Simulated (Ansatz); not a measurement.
Consider MnSi47 (cell with a defect).

The calculation's input:

```
crystal:
  lattice:
    - [7.7025612697, 1.0e-10, -6.3650227274]
    - [-3.8512806348, -6.6706137338, -6.3650227274]
    - [-3.8512806349, 6.6706137337, -6.3650227274]
  atoms:
    - { symbol: Mn, position: [0.1456896866, 0.4790230199, 0.3123563532], spin: 4.0 }
    - { symbol: Si, position: [0.3123563532, 0.6456896866, 0.9790230199] }
    - { symbol: Si, position: [0.9790230199, 0.3123563532, 0.6456896866] }
    - { symbol: Si, position: [0.8123563532, 0.6456896866, 0.4790230199] }
    - { symbol: Si, position: [0.4790230199, 0.3123563532, 0.1456896866] }
    - { symbol: Si, position: [0.6456896866, 0.4790230199, 0.8123563532] }
    - { symbol: Si, position: [0.3123563532, 0.1456896866, 0.4790230199] }
    - { symbol: Si, position: [0.9790230199, 0.8123563532, 0.1456896866] }
    - { symbol: Si, position: [0.1456896866, 0.9790230199, 0.8123563532] }
    - { symbol: Si, position: [0.6456896866, 0.9790230199, 0.3123563532] }
    - { symbol: Si, position: [0.8123563532, 0.1456896866, 0.9790230199] }
    - { symbol: Si, position: [0.4790230199, 0.8123563532, 0.6456896866] }
    - { symbol: Si, position: [0.1456896866, 0.3123563532, 0.9790230199] }
    - { symbol: Si, position: [0.3123563532, 0.4790230199, 0.6456896866] }
    - { symbol: Si, position: [0.9790230199, 0.1456896866, 0.3123563532] }
    - { symbol: Si, position: [0.8123563532, 0.4790230199, 0.1456896866] }
    - { symbol: Si, position: [0.4790230199, 0.1456896866, 0.8123563532] }
    - { symbol: Si, position: [0.6456896866, 0.3123563532, 0.4790230199] }
    - { symbol: Si, position: [0.3123563532, 0.9790230199, 0.1456896866] }
    - { symbol: Si, position: [0.9790230199, 0.6456896866, 0.8123563532] }
    - { symbol: Si, position: [0.1456896866, 0.8123563532, 0.4790230199] }
    - { symbol: Si, position: [0.6456896866, 0.8123563532, 0.9790230199] }
    - { symbol: Si, position: [0.8123563532, 0.9790230199, 0.6456896866] }
    - { symbol: Si, position: [0.4790230199, 0.6456896866, 0.3123563532] }
    - { symbol: Si, position: [0.0209769801, 0.3543103134, 0.1876436468] }
    - { symbol: Si, position: [0.1876436468, 0.5209769801, 0.8543103134] }
    - { symbol: Si, position: [0.8543103134, 0.1876436468, 0.5209769801] }
    - { symbol: Si, position: [0.6876436468, 0.5209769801, 0.3543103134] }
    - { symbol: Si, position: [0.3543103134, 0.1876436468, 0.0209769801] }
    - { symbol: Si, position: [0.5209769801, 0.3543103134, 0.6876436468] }
    - { symbol: Si, position: [0.1876436468, 0.0209769801, 0.3543103134] }
    - { symbol: Si, position: [0.8543103134, 0.6876436468, 0.0209769801] }
    - { symbol: Si, position: [0.0209769801, 0.8543103134, 0.6876436468] }
    - { symbol: Si, position: [0.5209769801, 0.8543103134, 0.1876436468] }
    - { symbol: Si, position: [0.6876436468, 0.0209769801, 0.8543103134] }
    - { symbol: Si, position: [0.3543103134, 0.6876436468, 0.5209769801] }
    - { symbol: Si, position: [0.0209769801, 0.1876436468, 0.8543103134] }
    - { symbol: Si, position: [0.1876436468, 0.3543103134, 0.5209769801] }
    - { symbol: Si, position: [0.8543103134, 0.0209769801, 0.1876436468] }
    - { symbol: Si, position: [0.6876436468, 0.3543103134, 0.0209769801] }
    - { symbol: Si, position: [0.3543103134, 0.0209769801, 0.6876436468] }
    - { symbol: Si, position: [0.5209769801, 0.1876436468, 0.3543103134] }
    - { symbol: Si, position: [0.1876436468, 0.8543103134, 0.0209769801] }
    - { symbol: Si, position: [0.8543103134, 0.5209769801, 0.6876436468] }
    - { symbol: Si, position: [0.0209769801, 0.6876436468, 0.3543103134] }
    - { symbol: Si, position: [0.5209769801, 0.6876436468, 0.8543103134] }
    - { symbol: Si, position: [0.6876436468, 0.8543103134, 0.5209769801] }
    - { symbol: Si, position: [0.3543103134, 0.5209769801, 0.1876436468] }
  host:
    lattice:
      - [3.8512806348, 0.0, 0.0]
      - [-1.9256403174, 3.3353068669, 0.0]
      - [0.0, 0.0, 6.3650227274]
    atoms:
      - { symbol: Si, position: [0.3333333333, 0.6666666667, 0.0629309403] }
      - { symbol: Si, position: [0.6666666667, 0.3333333333, 0.5629309403] }
      - { symbol: Si, position: [0.3333333333, 0.6666666667, 0.4370690597] }
      - { symbol: Si, position: [0.6666666667, 0.3333333333, 0.9370690597] }
basis:
  ecutwfc: 420
  xc_grid: 2
kpoints:
  mp_grid: { grid: [2, 2, 2], shift: [0.5, 0.5, 0.5] }
hamiltonian:
  xc: pbe
scf:
  occupations: { method: gaussian, width: 0.02 }
output:
  forces: true
  stress: false
  eigenvalues: true
  populations: true
  charged_corrections:
    defect_position: [0.14568969, 0.47902302, 0.31235635]
    epsilon: [[12.6179, 0.0, 0.0], [0.0, 12.6179, 0.0], [0.0, 0.0, 13.7065]]
  write_density: true
  write_potential: true
  elf: true
  volumetric_format: npy
magnetization:
  spin_polarized: true
relax:
  adjacent_minimum: "off"
  f_tol: 0.025
  max_steps: 45
```

Launched as:

```sh
ansatz run input.yaml --threads 4 --pin off --max-ram 6144MiB --backend cpu --events-out ev --progress --plain --runs-dir out
```

The fields are those of the relaxed geometry.

Spin-polarised.

All numbers below come from DFT PBE, scalar-relativistic, plane waves, PAW (Ansatz).

Predict the valence pseudo-density, electron localisation function and spin density between the atoms.

Answer. Si–Si (2.38 Å): ρ at the midpoint is about 0.55 e/Å³; the ELF peaks at about 0.95 between the atoms, as expected for localised, covalent bonding.
The spin density sits on Mn: +2.9 μB in one cell of 48 atoms, with smaller moments on Si (up to −0.06 μB): a single local moment. The cell of the calculation (48 atoms) carries 3.0 μB of net spin moment.

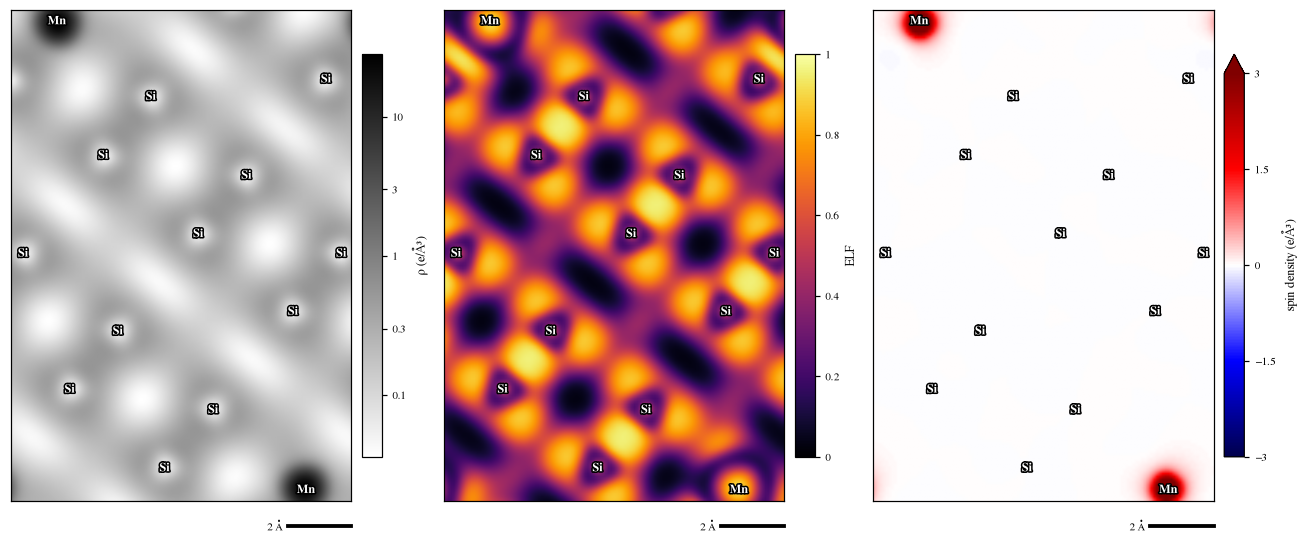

Computed valence pseudo-density, electron localisation function and spin density on the (011̄) plane of the calculation cell, in this order. 

Core electrons are frozen (PAW), and the valence fields are smoothed inside the atomic spheres.
